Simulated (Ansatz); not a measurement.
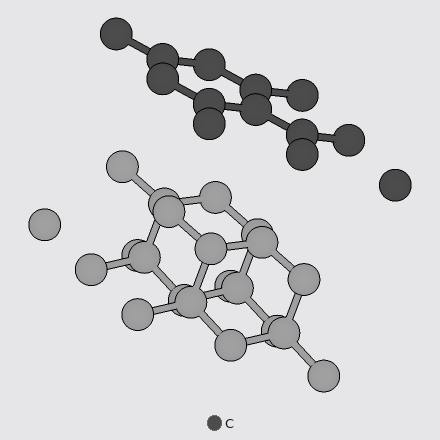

The system is Si on a C(111) slab cut from the Fd-3m phase, its upper half relaxed before the scan (24 atoms of substrate and one adsorbate in a 2 × 2 cell); the picture shows it without the atoms that are moved over the map. 
- Si is moved over the surface cell at a fixed height above a rigid substrate; the origin of the map has the adsorbate above C21; the height is held at 2.50 Å.
- Places are given modulo a cell vector. The map is drawn in real space over the plane of the surface.
- Grid: 6 × 6 points; 10 points were computed and 26 follow by symmetry.
- Places are given in fractions of the 1 × 1 surface cell.
- Energies are in meV, from the lowest grid point.
- Energies and slopes of some neighbouring points disagree (a jump in structure or state, or too coarse a mesh). The magnetic moment jumps between some neighbouring points. At a fixed height the lowest place need not be the adsorption site.
- Theory: Ansatz, DFT PBE+D3(BJ), scalar-relativistic, plane waves, PAW. Settings: cutoff 420 eV, k-mesh 6×6×1, gaussian smearing 0.05 eV, spin-polarised.

Range: position of Si25 along the first surface vector from 0.000 to 0.833; position of Si25 along the second surface vector from 0.000 to 0.833.

> Predict the map.

The lowest grid point is at the top site over a surface C atom, (2/6, 4/6) of the cell vectors. The highest grid point, a sixfold hollow over a second-layer C atom, (4/6, 2/6) of the cell vectors, lies 247 meV above the lowest. At the lowest point the adsorbate has 1 C at 2.51 Å as nearest neighbours, at the highest 6 C at 2.89 Å.

```tsv
second ↓, first →	0/6	1/6	2/6	3/6	4/6	5/6
5/6	52	43	24	24	43	52
4/6	88	24	0	24	88	153
3/6	95	24	24	95	199	199
2/6	88	43	88	199	247	199
1/6	52	52	153	199	199	153
0/6	33	52	88	95	88	52
```

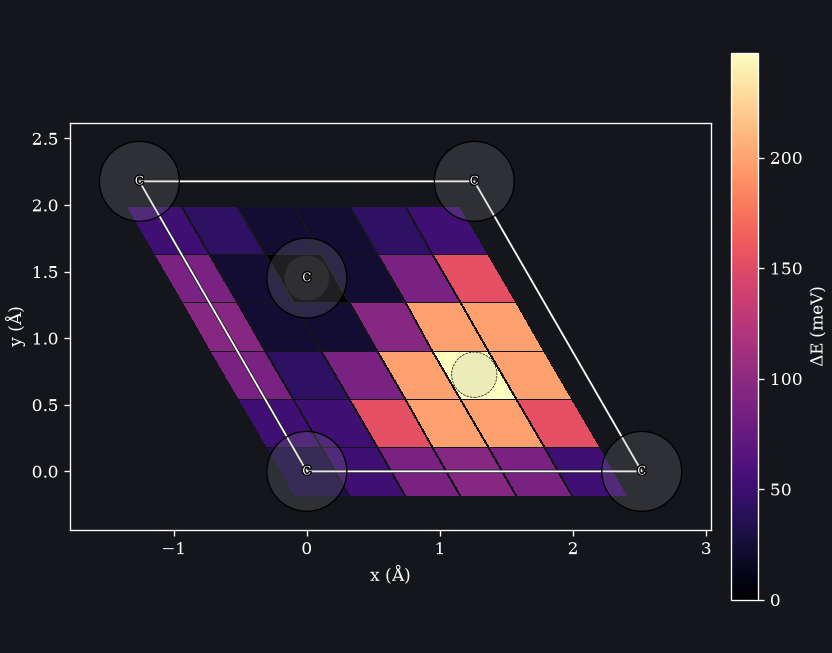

Drawn: one coloured cell a grid point, labelled circles for the atoms of the top layer and small ones for the second layer, the outline of one cell of the plane.

Time for the 10 points that were run: 23 min on 2 threads of Arm Neoverse V2, on a shared host.

PAW datasets: the set soft_1.
